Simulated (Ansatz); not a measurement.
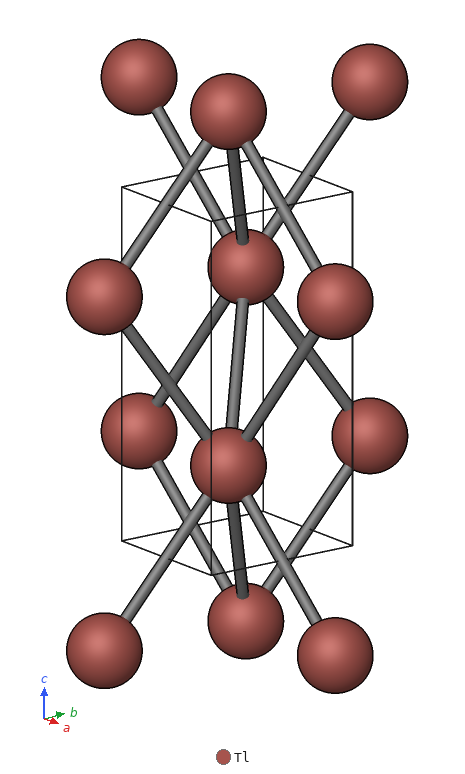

Structure drawing (ball-and-stick), viewed slightly off an axis. The edges of the conventional unit cell are marked. Every bond is drawn to its end, so some atoms lie outside the box.

The composition is Tl.

Identify the structure type.

Answer. Hexagonal close-packed (Mg type).

What is Tl bonded to?

Answer. Six Tl.

What kind of network do the bonds form?

Answer. The bonds build a three-dimensional framework.

The structure comes from the standard structure of this element. Earlier steps of the study may have refined or changed the cell and positions. Ansatz was used for an electronic-structure calculation on it.
